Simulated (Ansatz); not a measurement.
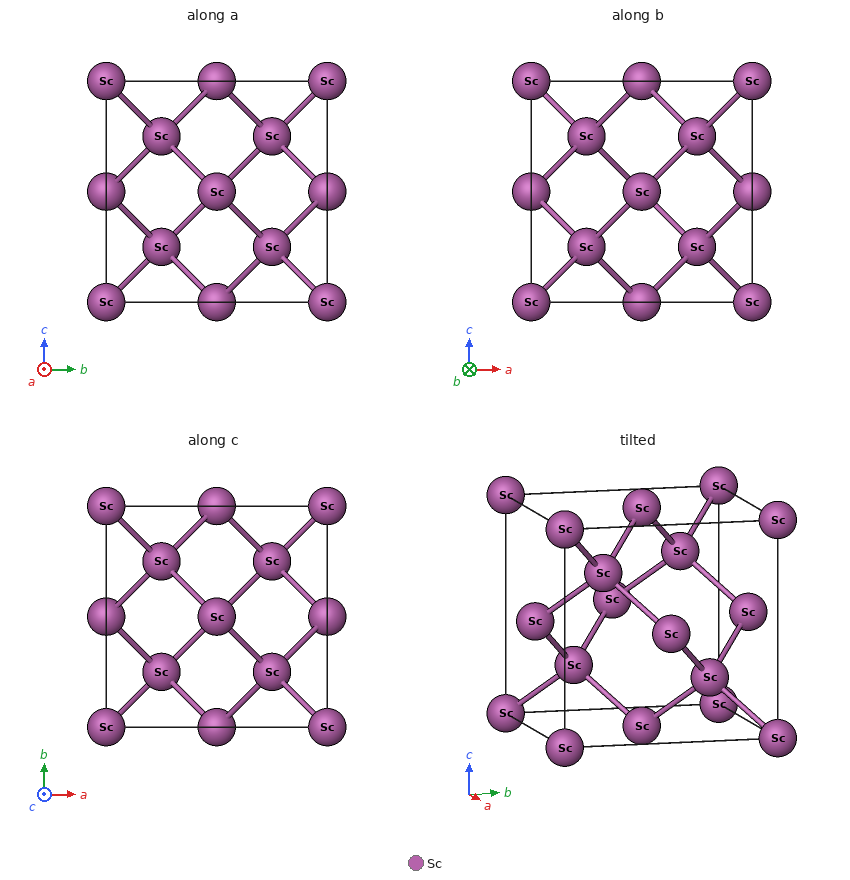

View along the a axis, along the b axis, along the c axis and slightly off an axis, drawn as a ball-and-stick model. The conventional unit cell is drawn as a box.

Lattice parameters: a = 6.4874 Å, b = 6.4874 Å, c = 6.4874 Å, α = 90.000°, β = 90.000°, γ = 90.000°.

**Transcribe the picture into a CIF in P1 with every atom of the cell.**

```cif
data_structure
_symmetry_space_group_name_H-M 'P 1'
_symmetry_Int_Tables_number 1
_cell_length_a 6.4874
_cell_length_b 6.4874
_cell_length_c 6.4874
_cell_angle_alpha 90.000
_cell_angle_beta 90.000
_cell_angle_gamma 90.000
_cell_volume 273.03
loop_
_atom_site_label
_atom_site_type_symbol
_atom_site_fract_x
_atom_site_fract_y
_atom_site_fract_z
_atom_site_occupancy
Sc1 Sc 0.7500 0.7500 0.2500 1
Sc2 Sc 0.0000 0.5000 0.5000 1
Sc3 Sc 0.7500 0.2500 0.7500 1
Sc4 Sc 0.0000 0.0000 0.0000 1
Sc5 Sc 0.2500 0.7500 0.7500 1
Sc6 Sc 0.5000 0.5000 0.0000 1
Sc7 Sc 0.2500 0.2500 0.2500 1
Sc8 Sc 0.5000 0.0000 0.5000 1
```

The structure comes from a structure type filled with this element by a generator (whether the element takes this form wasn't checked). Earlier steps of the study may have refined or changed the cell and positions. It was run through Ansatz as a DFT input.
